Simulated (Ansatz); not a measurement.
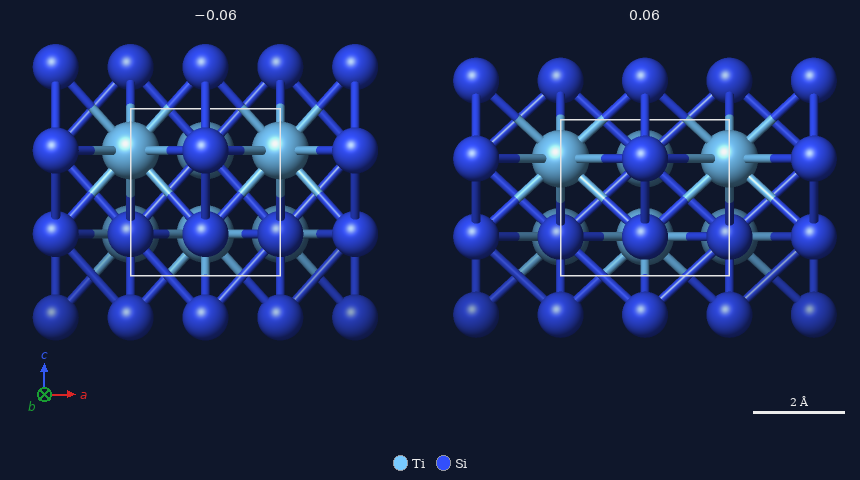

Solid TiSi₂ (set up in Cmcm), under biaxial strain in the a–b plane (c and atoms relaxed), with energies (extrapolated to zero smearing) counted from the relaxed crystal, which is the row at zero. The picture shows the first and the last member. A ball-and-stick model of the cell of the calculation, seen along the b axis.

Computed with Ansatz 0.2.0: DFT PBEsol, scalar-relativistic, plane waves, PAW. (plane-wave cutoff 420 eV; k-point mesh 10 × 4 × 10; occupations gaussian; smearing width 0.1 eV; no spin polarisation; force threshold 0.008 eV/Å)

```tsv
strain	energy (meV/atom)	a (Å)	b (Å)	c (Å)
−0.06	98.23	3.306	12.547	3.687
−0.04	42.03	3.376	12.814	3.637
−0.02	10.15	3.447	13.081	3.594
0.0	0.00	3.517	13.348	3.556
0.02	?	?	?	?
0.04	34.46	3.658	13.882	3.483
0.06	73.72	3.728	14.149	3.446
```

Fill in the missing row.

A parabola through three neighbouring rows (0.0, 0.04, 0.06) gives, with Lagrange weights, (0.3333)(0.00) + (1.0000)(34.46) + (−0.3333)(73.72) = 9.89 meV/atom. The calculation gives 8.99 meV/atom (a = 3.587 Å, b = 13.615 Å, c = 3.519 Å). The estimate is 0.90 meV/atom too high. From the first member to the last: Si–Si 2.845 → 3.294 Å, Si–Ti 2.622 → 2.983 Å, Ti–Ti 3.126 → 3.439 Å.

The whole series:

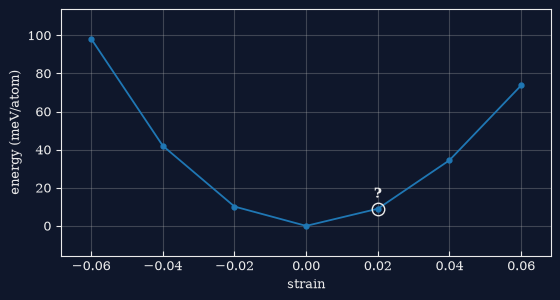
